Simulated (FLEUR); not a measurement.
# NiO: magnetism against the ratio c/a

Aim: follow the moments and order energies of NiO as the ratio c/a changes.

Main program and level: FLEUR MaX-R8.1; PBE with U = 6 eV on Ni d; all-electron FLAPW, Dirac cores, scalar-relativistic bands.

## (1) Set-up

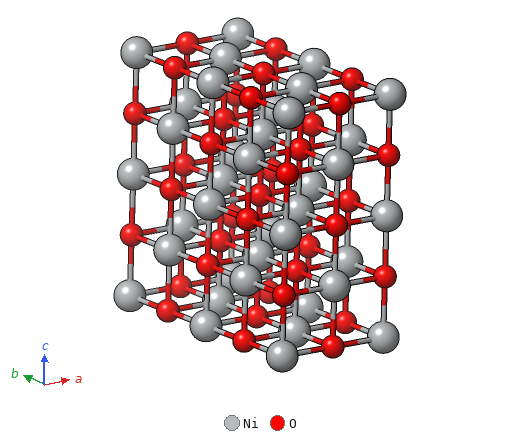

Start, viewed from a free direction; nickel light grey, oxygen red. 1×2×2 cells are drawn. This picture shows the conventional cell, with its axes. Some periodic images of atoms are drawn too.

As a file:

```xyz
2
Lattice="0.0000 2.0859 2.0859 2.0859 0.0000 2.0859 2.0859 2.0859 0.0000" Properties=species:S:1:pos:R:3 pbc="T T T"
Ni    0.0000    0.0000    0.0000
O     2.0859    2.0859    2.0859
```

## (2) Factor 1, start ferro +

The scan starts at the cell as given. A Hubbard U acts on the open shell, since semilocal functionals spread its electrons too much.

Lengths along (0, 0, 1) take the factor and those normal to it its inverse root, so the volume stays. Atoms keep their fractional places. Spheres, Kmax and the mesh are the same at all points, the spheres being those of the tightest cell. inpgen writes inp.xml from crystal.txt; cutoffs, mixing, functional, smearing and local orbitals are then set in the file. The k list default-1 (kpts.xml, not shown) is a Γ-centred 8×8×8 mesh; where the ranks do not divide the number of points, some are split in two of half the weight.

inp.xml

```
<?xml version="1.0" encoding="UTF-8" standalone="no"?>
<fleurInput fleurInputVersion="0.39">
   <comment>
      NiO
   </comment>
   <calculationSetup>
      <cutoffs Kmax="4.4" Gmax="13.2" GmaxXC="13.2" numbands="0"/>
      <scfLoop itmax="110" minDistance="0.0001" maxIterBroyd="15" imix="Anderson" alpha="0.05" precondParam="0.0" spinf="2.0" sdNocoIR="T"/>
      <coreElectrons ctail="T" frcor="F" kcrel="0" coretail_lmax="0"/>
      <xcFunctional name="pbe" relativisticCorrections="F"/>
      <magnetism jspins="2"/>
      <soc l_soc="F" theta="0.0" phi="0.0" spav="F"/>
      <expertModes spex="0" secvar="F"/>
      <geometryOptimization l_f="F" forcealpha="1.0" forcemix="BFGS" epsdisp="0.00001" epsforce="0.00001"/>
      <ldaU l_linMix="F" mixParam="0.05" spinf="1.0"/>
   </calculationSetup>
   <cell>
      <bzIntegration valenceElectrons="24.0" mode="hist" fermiSmearingEnergy="0.00183747">
         <kPointListSelection listName="default-1"/>
         <xi:include xmlns:xi="http://www.w3.org/2001/XInclude" href="kpts.xml"> </xi:include>
      </bzIntegration>
      <xi:include xmlns:xi="http://www.w3.org/2001/XInclude" href="sym.xml"> </xi:include>
      <bulkLattice scale="1.0">
         <bravaisMatrix>
            <row-1>    0.0000000000000000     3.9417828250996005     3.9417828250996005</row-1>
            <row-2>    3.9417828250996005     0.0000000000000000     3.9417828250996005</row-2>
            <row-3>    3.9417828250996005     3.9417828250996005     0.0000000000000000</row-3>
         </bravaisMatrix>
      </bulkLattice>
   </cell>
   <atomSpecies>
      <species name="Nickel (Ni2.000" element="Ni" atomicNumber="28">
         <mtSphere radius="2.21" gridPoints="731" logIncrement="0.017"/>
         <atomicCutoffs lmax="8" lnonsphr="6"/>
         <electronConfig flipSpins="F">
            <coreConfig>(1s1/2) (2s1/2) (2p1/2) (2p3/2)</coreConfig>
            <valenceConfig>(3s1/2) (3p1/2) (3p3/2) (4s1/2) (3d3/2) (3d5/2)</valenceConfig>
            <stateOccupation state="(3d3/2)" spinUp="2.0" spinDown="1.2"/>
            <stateOccupation state="(3d5/2)" spinUp="3.0" spinDown="1.8"/>
         </electronConfig>
         <energyParameters s="4" p="4" d="3" f="4"/>
         <ldaU l="2" U="6.0" J="0.0" l_amf="F"/>
         <lo type="SCLO" l="0" n="3" eDeriv="0"/>
         <lo type="SCLO" l="1" n="3" eDeriv="0"/>
      </species>
      <species name="Oxygen (O)" element="O" atomicNumber="8">
         <mtSphere radius="1.25" gridPoints="415" logIncrement="0.025"/>
         <atomicCutoffs lmax="6" lnonsphr="4"/>
         <electronConfig flipSpins="F">
            <coreConfig>(1s1/2)</coreConfig>
            <valenceConfig>(2s1/2) (2p1/2) (2p3/2)</valenceConfig>
            <stateOccupation state="(2p1/2)" spinUp="0.666667" spinDown="0.666667"/>
            <stateOccupation state="(2p3/2)" spinUp="1.333333" spinDown="1.333333"/>
         </electronConfig>
         <energyParameters s="2" p="2" d="3" f="4"/>
      </species>
   </atomSpecies>
   <atomGroups>
      <atomGroup species="Nickel (Ni2.000">
         <relPos label="                   1">.0000000000 .0000000000 .0000000000</relPos>
         <force calculate="T" relaxXYZ="TTT"/>
      </atomGroup>
      <atomGroup species="Oxygen (O)">
         <relPos label="                   2">1.000/2.000 1.000/2.000 1.000/2.000</relPos>
         <force calculate="T" relaxXYZ="TTT"/>
      </atomGroup>
   </atomGroups>
   <output dos="F" band="F" slice="F">
      <bandDOS minEnergy="-.5*Htr" maxEnergy="0.5*Htr" sigma="0.015" storeEVData="T"/>
      <plotting iplot="0" polar="F">
         <plot TwoD="T" vec1="  1.0  0.0  0.0" vec2="  0.0  1.0  0.0" vec3="  0.0  0.0  1.0" zero="  0.0  0.0  0.0" file="plot"/>
      </plotting>
      <moessbauerParams electricFieldGradient="F" isomerShift="F" coreHyperfine="F" valenceHyperfine="F"/>
   </output>
</fleurInput>
```

crystal.txt

```
NiO
&input film=F cartesian=F /
0.00000000000  2.08590164140  2.08590164140
2.08590164140  0.00000000000  2.08590164140
2.08590164140  2.08590164140  0.00000000000
1.8897261246
1.0 1.0 1.0

2
28 0.00000000000  0.00000000000  0.00000000000 : 2.000
8 0.50000000000  0.50000000000  0.50000000000

&kpt div1=8 div2=8 div3=8 gamma=T /
```

On the command line:

```console
OMP_NUM_THREADS=1 inpgen -f crystal.txt > inpgen.log  # inp.xml is then edited as shown
OMP_NUM_THREADS=1 mpirun -n 4 fleur_MPI > fleur.log
```

Output:

```text
Welcome to FLEUR        (www.flapw.de)
      MaX-Release 8.1          (www.max-centre.eu)

 ========== k-point set info ==========
 Selected k-point list: default-1
 k-point list type: mesh
 0 x 0 x 0
 Number of k points: 32

 ------------Calculation Setup---------------------------
 Number of MPI-tasks      :            4
 Number of PE/node        :            4
 Number of OMP-threads    :            1
 k-points in parallel     :            4
 pe's per k-point         :            1
 No of k-point loops      :            8
 Eigenvalue solver        :       lapack
 Number of basis functions:          202
 Approximate size of matrices (H+S) per k-point:         0.001 GB
 --------------------------------------------------------
 no density matrix found ... skipping LDA+U
 Reset of history
 Iteration:     1   Distance:      27.61656257 me/bohr^3
 Iteration:     2   Distance:      38.07164412 me/bohr^3
 Iteration:     3   Distance:      36.06410640 me/bohr^3
 Iteration:     4   Distance:      17.66050706 me/bohr^3
 Iteration:     5   Distance:       7.97080082 me/bohr^3
 Iteration:     6   Distance:       6.96707774 me/bohr^3
 Iteration:     7   Distance:       1.06111074 me/bohr^3
 Iteration:     8   Distance:       1.31526455 me/bohr^3
 Iteration:     9   Distance:       0.24827550 me/bohr^3
 Iteration:    10   Distance:       0.23417142 me/bohr^3
 Iteration:    11   Distance:       0.06367810 me/bohr^3
 Iteration:    12   Distance:       0.05036393 me/bohr^3
 Iteration:    13   Distance:       0.00475859 me/bohr^3
 Iteration:    14   Distance:       0.00477782 me/bohr^3
 Iteration:    15   Distance:       0.00101108 me/bohr^3
 Iteration:    16   Distance:       0.00026016 me/bohr^3
 Iteration:    17   Distance:       0.00024646 me/bohr^3
 Iteration:    18   Distance:       0.00015599 me/bohr^3
 Iteration:    19   Distance:       0.00002629 me/bohr^3

 ********************************************************************
 Run finished successfully
 Stop message:
   all done
 ********************************************************************

--- out.xml (last complete iteration) ---
<iteration numberForCurrentRun="   19" overallNumber="   19">
         [... left out ...]
         <bandgap value="2.3518386506" units="eV"/>
         <sumValenceSingleParticleEnergies value="-17.7969703970" units="Htr"/>
         <FermiEnergy value="0.2972531270" units="Htr"/>
         <valenceDensity>
            <mtCharges spin="1">
               <mtCharge atomType="1" total="9.2071506" s="1.1418570" p="3.1531923" d="4.8796389" f="0.0248026"/>
               <mtCharge atomType="2" total="2.0249998" s="0.6163677" p="1.4064866" d="0.0019153" f="0.0001977"/>
            </mtCharges>
            <mtCharges spin="2">
               <mtCharge atomType="1" total="7.4164290" s="1.1304184" p="3.1416269" d="3.1145175" f="0.0231235"/>
               <mtCharge atomType="2" total="1.8687684" s="0.5953080" p="1.2722518" d="0.0010485" f="0.0001338"/>
            </mtCharges>
            <spinDependentCharge spin="1" total="13.0000000" interstitial="1.7678496" mtSpheres="11.2321504"/>
            <spinDependentCharge spin="2" total="11.0000000" interstitial="1.7148026" mtSpheres="9.2851974"/>
            <totalCharge value="24.0000000000"/>
         </valenceDensity>
         [... left out ...]
         <magneticMomentsInMTSpheres units="muBohr">
            <globalMagMoment atomType="1" vec="0.00000   0.00000   1.79072"/>
            <localMagMoment atomType="1" vec="0.00000   0.00000   1.79072"/>
            <globalMagMoment atomType="2" vec="0.00000   0.00000   0.15623"/>
            <localMagMoment atomType="2" vec="0.00000   0.00000   0.15623"/>
         </magneticMomentsInMTSpheres>
         [... left out ...]
         <totalEnergy value="    -1595.9599468709" units="Htr">
            <sumOfEigenvalues value="     -910.1875151665">
               <coreElectrons value="-892.3905447695"/>
               <valenceElectrons value="-17.7969703970"/>
            </sumOfEigenvalues>
            <densityCoulombPotentialIntegral value="-2435.8975935496"/>
            <densityEffectivePotentialIntegral value="-2529.5683819180"/>
            <chargeDenXCDenIntegral value="-72.1919964399"/>
            <FockExchangeEnergyValence value="0.0000000000"/>
            <FockExchangeEnergyCore value="0.0000000000"/>
         [... left out ...]
            <dftUCorrection value="-0.8308150251"/>
            <tkbTimesEntropy value="0.0000000000"/>
            <freeEnergy value="-1595.9599468709"/>
            <extrapolationTo0K value="-1595.9599468709"/>
         </totalEnergy>
         [... left out ...]
         <ldaUDensityMatrixConvergence>
            <distance spin="1" distance="0.000000"/>
            <distance spin="2" distance="0.000000"/>
         </ldaUDensityMatrixConvergence>
         <densityConvergence units="me/bohr^3">
            <chargeDensity spin="1" distance="0.0000119256"/>
            <chargeDensity spin="2" distance="0.0000175302"/>
            <overallChargeDensity distance="0.0000262945"/>
            <spinDensity distance="0.0000144103"/>
         </densityConvergence>
      </iteration>
```

Elapsed: 7.4 s, on 4 MPI ranks of Arm Neoverse V2, shared host; peak memory 0.19 GiB; 29 s of CPU time.

Spin moment in the muffin-tin sphere by atom:

```csv
atom,spin moment in the muffin-tin sphere (μB)
Ni1,1.79
O2,0.16
```

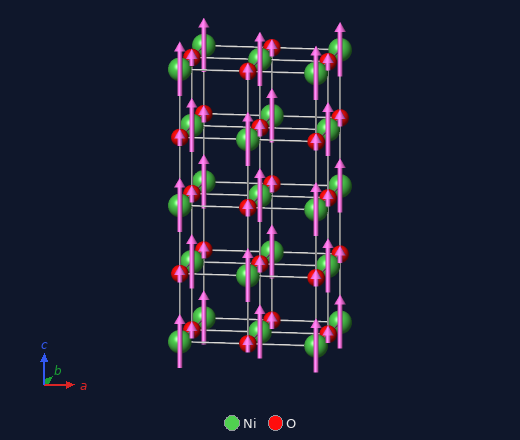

Spin moment in the muffin-tin sphere as arrows, the longest 1.79 μB. Up and down stand for the sign. Arrows give size and sign along the axis of quantisation, drawn up and down the page. Each arrow also spans its atom, so small moments look longer than they are. 1×1×2 conventional cells are drawn. Some periodic images of atoms are drawn too.

This step gave:

```yaml
free_energy: -43428.2825 eV
program_s_band_gap_on_this_mesh_in_a_metal_only_a_level_spacing: 2.352 eV
magnetization: 2 μB
final_state: ferromagnetic
```

After 19 cycles the largest moment stands at 1.79 μB.

## (3) Factor 1, start antiferro q=(0,1/2,1/2) +-

The k list default-1 (kpts.xml, not shown) is a Γ-centred 8×4×8 mesh.

inp.xml: that of step 2 with these lines changed.

```diff
@@ -17,3 +17,3 @@
    <cell>
-      <bzIntegration valenceElectrons="24.0" mode="hist" fermiSmearingEnergy="0.00183747">
+      <bzIntegration valenceElectrons="48.0" mode="hist" fermiSmearingEnergy="0.00183747">
          <kPointListSelection listName="default-1"/>
@@ -25,4 +25,4 @@
             <row-1>    0.0000000000000000     3.9417828250996005     3.9417828250996005</row-1>
-            <row-2>    3.9417828250996005     0.0000000000000000     3.9417828250996005</row-2>
-            <row-3>    3.9417828250996005     3.9417828250996005     0.0000000000000000</row-3>
+            <row-2>    7.8835656501992011     0.0000000000000000     7.8835656501992011</row-2>
+            <row-3>    7.8835656501992011     3.9417828250996005     3.9417828250996005</row-3>
          </bravaisMatrix>
@@ -39,2 +39,16 @@
             <stateOccupation state="(3d5/2)" spinUp="3.0" spinDown="1.8"/>
+         </electronConfig>
+         <energyParameters s="4" p="4" d="3" f="4"/>
+         <ldaU l="2" U="6.0" J="0.0" l_amf="F"/>
+         <lo type="SCLO" l="0" n="3" eDeriv="0"/>
+         <lo type="SCLO" l="1" n="3" eDeriv="0"/>
+      </species>
+      <species name="Nickel (Ni-2.000" element="Ni" atomicNumber="28">
+         <mtSphere radius="2.21" gridPoints="731" logIncrement="0.017"/>
+         <atomicCutoffs lmax="8" lnonsphr="6"/>
+         <electronConfig flipSpins="F">
+            <coreConfig>(1s1/2) (2s1/2) (2p1/2) (2p3/2)</coreConfig>
+            <valenceConfig>(3s1/2) (3p1/2) (3p3/2) (4s1/2) (3d3/2) (3d5/2)</valenceConfig>
+            <stateOccupation state="(3d3/2)" spinUp="1.2" spinDown="2.0"/>
+            <stateOccupation state="(3d5/2)" spinUp="1.8" spinDown="3.0"/>
          </electronConfig>
@@ -62,4 +76,12 @@
       </atomGroup>
+      <atomGroup species="Nickel (Ni-2.000">
+         <relPos label="                   2">.0000000000 1.000/2.000 .0000000000</relPos>
+         <force calculate="T" relaxXYZ="TTT"/>
+      </atomGroup>
       <atomGroup species="Oxygen (O)">
-         <relPos label="                   2">1.000/2.000 1.000/2.000 1.000/2.000</relPos>
+         <relPos label="                   3">1.000/2.000 .0000000000 1.000/2.000</relPos>
+         <force calculate="T" relaxXYZ="TTT"/>
+      </atomGroup>
+      <atomGroup species="Oxygen (O)">
+         <relPos label="                   4">1.000/2.000 1.000/2.000 1.000/2.000</relPos>
          <force calculate="T" relaxXYZ="TTT"/>
```

crystal.txt

```
NiO
&input film=F cartesian=F /
0.00000000000  2.08590164140  2.08590164140
4.17180328280  0.00000000000  4.17180328280
4.17180328280  2.08590164140  2.08590164140
1.8897261246
1.0 1.0 1.0

4
28 0.00000000000  0.00000000000  0.00000000000 : 2.000
28 0.00000000000  0.50000000000  0.00000000000 : -2.000
8 0.50000000000  0.00000000000  0.50000000000
8 0.50000000000  0.50000000000  0.50000000000

&kpt div1=8 div2=4 div3=8 gamma=T /
```

Output:

```text
[banner, memory and clock lines left out]
Welcome to FLEUR        (www.flapw.de)
      MaX-Release 8.1          (www.max-centre.eu)

 ========== k-point set info ==========
 Selected k-point list: default-1
 k-point list type: mesh
 0 x 0 x 0
 Number of k points: 80

 [... set-up left out ...]
 no density matrix found ... skipping LDA+U
 Reset of history
 Iteration:     1   Distance:      30.36555907 me/bohr^3
 Iteration:     2   Distance:      38.33116137 me/bohr^3
 Iteration:     3   Distance:      35.99637649 me/bohr^3
 Iteration:     4   Distance:      17.83075908 me/bohr^3
 Iteration:     5   Distance:       7.37479316 me/bohr^3
 Iteration:     6   Distance:       7.18372256 me/bohr^3
 Iteration:     7   Distance:       1.29402004 me/bohr^3
 Iteration:     8   Distance:       0.91301814 me/bohr^3
[... lines left out ...]
 Iteration:    13   Distance:       0.00371864 me/bohr^3
 Iteration:    14   Distance:       0.00167199 me/bohr^3
 Iteration:    15   Distance:       0.00094747 me/bohr^3
 Iteration:    16   Distance:       0.00013270 me/bohr^3
 Iteration:    17   Distance:       0.00012593 me/bohr^3
 Iteration:    18   Distance:       0.00008115 me/bohr^3

 ********************************************************************
 Run finished successfully
 Stop message:
   all done
 ********************************************************************

--- out.xml (last complete iteration) ---
<iteration numberForCurrentRun="   18" overallNumber="   18">
         [... left out ...]
         <bandgap value="2.4115533630" units="eV"/>
         <sumValenceSingleParticleEnergies value="-35.6129693337" units="Htr"/>
         <FermiEnergy value="0.3012147917" units="Htr"/>
         [... left out ...]
         <magneticMomentsInMTSpheres units="muBohr">
            <globalMagMoment atomType="1" vec="0.00000   0.00000   1.79975"/>
            <globalMagMoment atomType="2" vec="0.00000   0.00000  -1.79975"/>
            <globalMagMoment atomType="3" vec="0.00000   0.00000  -0.05296"/>
            <globalMagMoment atomType="4" vec="0.00000   0.00000   0.05296"/>
         </magneticMomentsInMTSpheres>
         [... left out ...]
         <totalEnergy value="    -3191.9192201499" units="Htr">
            <sumOfEigenvalues value="    -1820.4097018878">
               <coreElectrons value="-1784.7967325542"/>
               <valenceElectrons value="-35.6129693337"/>
            </sumOfEigenvalues>
         [... left out ...]
            <freeEnergy value="-3191.9192201499"/>
            <extrapolationTo0K value="-3191.9192201499"/>
         </totalEnergy>
         [... left out ...]
         <ldaUDensityMatrixConvergence>
            <distance spin="1" distance="0.000001"/>
            <distance spin="2" distance="0.000001"/>
         </ldaUDensityMatrixConvergence>
         <densityConvergence units="me/bohr^3">
            <chargeDensity spin="1" distance="0.0000429694"/>
            <chargeDensity spin="2" distance="0.0000429697"/>
            <overallChargeDensity distance="0.0000811456"/>
            <spinDensity distance="0.0000283005"/>
         </densityConvergence>
      </iteration>
```

Elapsed: 46 s, on 4 MPI ranks; peak memory 0.32 GiB; 3 min of CPU time.

Spin moment in the muffin-tin sphere by atom:

```csv
atom,spin moment in the muffin-tin sphere (μB)
Ni1,1.80
Ni2,-1.80
O3,-0.05
O4,0.05
```

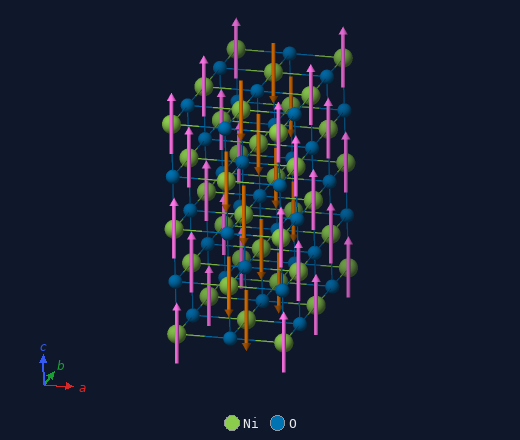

Spin moment in the muffin-tin sphere as arrows, the longest 1.80 μB. Up and down stand for the sign. Arrows give size and sign along the axis of quantisation, drawn up and down the page. The two directions have two colours. 1×2×2 conventional cells are drawn. Some periodic images of atoms are drawn too.

This step gave:

- free energy: -86856.5468 eV
- program's band gap on this mesh (in a metal only a level spacing): 2.412 eV
- magnetization: 0 μB
- final state: antiferromagnetic

After 18 cycles the largest moment stands at 1.80 μB.

[end of part 1 of 2]

[Logs and program files are shortened in this print: banners, set-up blocks, solver, clock and traceback lines can be left out without a mark of their own.]

[Logs are printed without paths, hosts, clocks, repeated set-up lines and the standing remarks that a program may print on its own settings, such as how far it seeks lower states.]

[Hosts, paths, dates, database ids (printed as entryN), source tags and the programs' standing remarks are cut or masked in the printed files.]

[Where a cell is said to come from a database of computed structures, the database is the Materials Project.]
